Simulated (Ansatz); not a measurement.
Structure data:

Space group Immm (No. 71). a = 2.527 Å, b = 2.535 Å, c = 3.570 Å, α = 90.00°, β = 90.00°, γ = 90.00°
| atom | site | symmetry | x | y | z |
| --- | --- | --- | --- | --- | --- |
| Cu | 2a | mmm | 0.5000 | 0.5000 | 0.5000 |

Q: Describe what this structure looks like.

A: The element is copper. Strictly the space group is Immm (No. 71, within 0.01 Å). It is a distorted form of a face-centred cubic structure, space group Fm-3m (No. 225) within 0.25 Å: face-centred cubic (Cu type). The cell holds three atoms. Around each Cu lie twelve Cu in a cuboctahedral arrangement at 2.53 to 2.54 Å. The bonds build a three-dimensional framework.

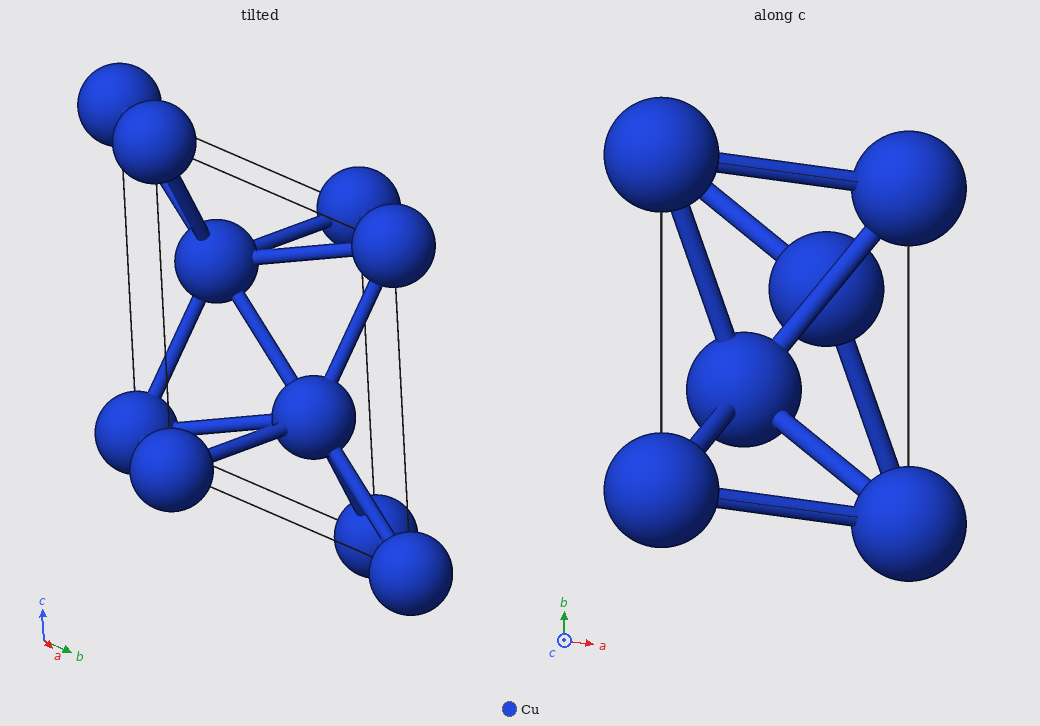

Shown here is a ball-and-stick view of the crystal, taken slightly off an axis and along the c axis. The frame is the unit cell; atoms at its boundary are shown with their periodic copies.

Origin of the cell: a structure listed in the Materials Project, with elements exchanged, so it need not be a known form of the compound. The picture shows the end point of a geometry optimisation with DFT r2SCAN, scalar-relativistic, plane waves, PAW (Ansatz).
